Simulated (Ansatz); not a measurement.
# Trilayer T-HfS2 in a field along the normal: induced dipole (PBEsol)

A gate puts a field across trilayer T-HfS2. How large is the induced dipole, and what happens to the gap?

All values are computed: Ansatz 0.2.0, PBEsol, plane waves, no spin–orbit coupling; sawtooth field with a dipole correction, atoms held at their zero-field places, cell area 11.47 Å². The field is the one in the vacuum. Energy changes count from the zero-field run.

| field (V/Å) | dipole (e·Å) | energy change (meV) | gap on the path (eV) |
| --- | --- | --- | --- |
| 0.05 | 0.044 | -1.1 | 1.01 |
| 0.1 | 0.089 | -4.4 | 0.97 |
| 0.2 | ? | ? | ? |
| 0.3 | 0.266 | -39.9 | 0.75 |
| 0.4 | 0.355 | -71.0 | 0.58 |

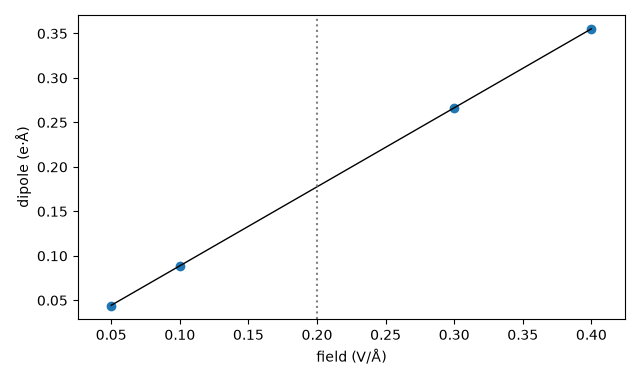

The shown rows (points), the fit (line) and the place of the withheld row (dotted).

**Fit.** A least-squares line through the shown values, as rounded, is dipole = 0.000 + 0.888 × field (V/Å); it misses them by 0.000 e·Å at most. The fit misses the rows by 0.000 e·Å on average, and their plain mean by 0.122 e·Å, so the fit does better. The slope is the electronic polarisability of the cell, α = 0.888 e·Å²/V. It also sets the energy, −αF²/2 for a sheet without a dipole of its own: -71.0 meV at 0.4 V/Å. From the weakest to the strongest field the gap on the path changes by -0.43 eV, since the field shifts the levels of one sheet against the other.

**The withheld row.** The prediction is 0.000 + 0.888 × (0.2) = 0.178 e·Å. The run gave dipole 0.177 e·Å, energy change -17.7 meV, gap on the path 0.87 eV. The miss in dipole is -0.001 e·Å, two units of the last digit or less. The mean of the shown rows would have missed by -0.012 e·Å.

Ions don't move, so the lattice part of the screening is missing; semilocal functionals overestimate polarisabilities somewhat.
